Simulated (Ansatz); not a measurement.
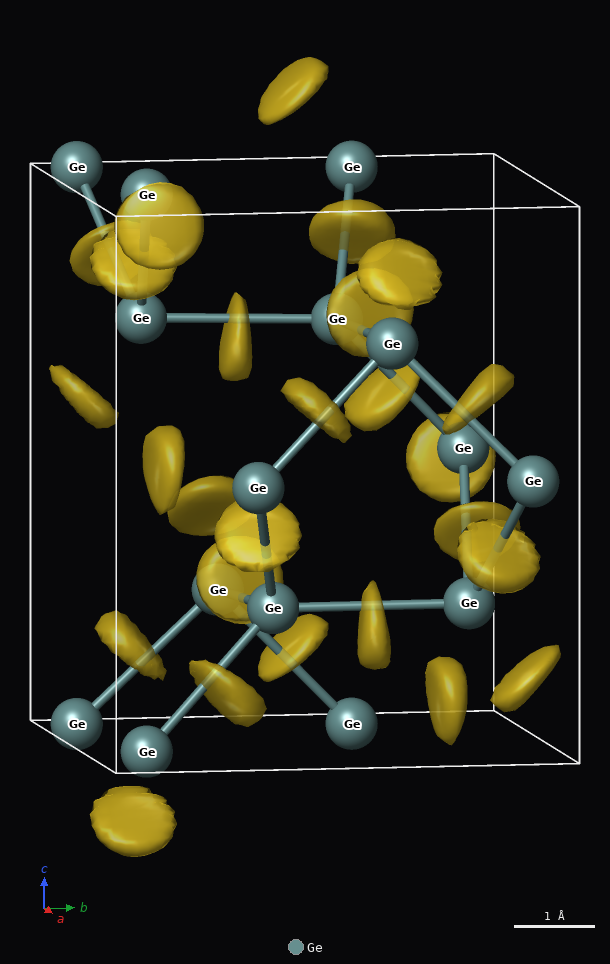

Figure. Ge. Isosurface of the electron localisation function at 0.7 (yellow), seen slightly off an axis. Core shells and regions of very low density are left out. Sticks mark near contacts.

Space group P4₃2₁2.

All numbers below come from Kohn-Sham DFT of a periodic cell, r2SCAN, Ansatz PAW (Ansatz).

Core electrons are frozen (PAW), and the valence fields are smoothed inside the atomic spheres.

Input

```
crystal:
  lattice:
    - [5.93, 0.0, 0.0]
    - [0.0, 5.93, 0.0]
    - [0.0, 0.0, 6.98]
  atoms:
    - { symbol: Ge, position: [0.375, 0.1667, 0.75] }
    - { symbol: Ge, position: [0.3333, 0.875, 0.5] }
    - { symbol: Ge, position: [0.625, 0.8333, 0.25] }
    - { symbol: Ge, position: [0.6667, 0.125, 0.0] }
    - { symbol: Ge, position: [0.875, 0.3333, 0.5] }
    - { symbol: Ge, position: [0.8333, 0.625, 0.75] }
    - { symbol: Ge, position: [0.125, 0.6667, 0.0] }
    - { symbol: Ge, position: [0.1667, 0.375, 0.25] }
    - { symbol: Ge, position: [0.575, 0.425, 0.25] }
    - { symbol: Ge, position: [0.925, 0.925, 0.5] }
    - { symbol: Ge, position: [0.425, 0.575, 0.75] }
    - { symbol: Ge, position: [0.075, 0.075, 0.0] }
hamiltonian:
  xc: r2scan
  pseudopotentials: { kind: paw }
kpoints:
  mp_grid: { grid: [5, 5, 4] }
scf:
  occupations: { method: fermi_dirac, width: 0.05 }
output:
  forces: true
  stress: true
  eigenvalues: true
  write_density: true
  write_potential: true
  elf: true
  volumetric_format: npy
relax:
  f_tol: 0.01
  max_steps: 40
  cell: { stress_tol: 0.05 }
```

Run with:

```sh
ansatz run input.yaml --threads 4 --pin off --max-ram 11264MiB --backend cpu --events-out ev --progress --plain --runs-dir out
```

Below, planes, directions and counts refer to the conventional cell (a = 5.95 Å, b = 5.95 Å, c = 7.08 Å, α = 90.00°, β = 90.00°, γ = 90.00°).

The fields are those of the run's last geometry, not of the input's.

Q: Identify the bonds, lone pairs and shells in this picture.

A: The surface consists of eight regions between bonded Ge–Ge atoms (shared pairs) and 16 pockets between the atoms, centred on no nucleus (multi-centre or interstitial), counted in one cell of 12 atoms. Regions shared between cells count once.

Values along the shortest contacts:
Ge–Ge (2.48 Å): the ELF peaks at about 0.75 between the atoms: localised, covalent bonding.

Q: Does the calculation give a band gap?

A: It is gapped, with a Kohn–Sham gap of 0.98 eV on the k-point mesh, an upper bound to the gap of this method.
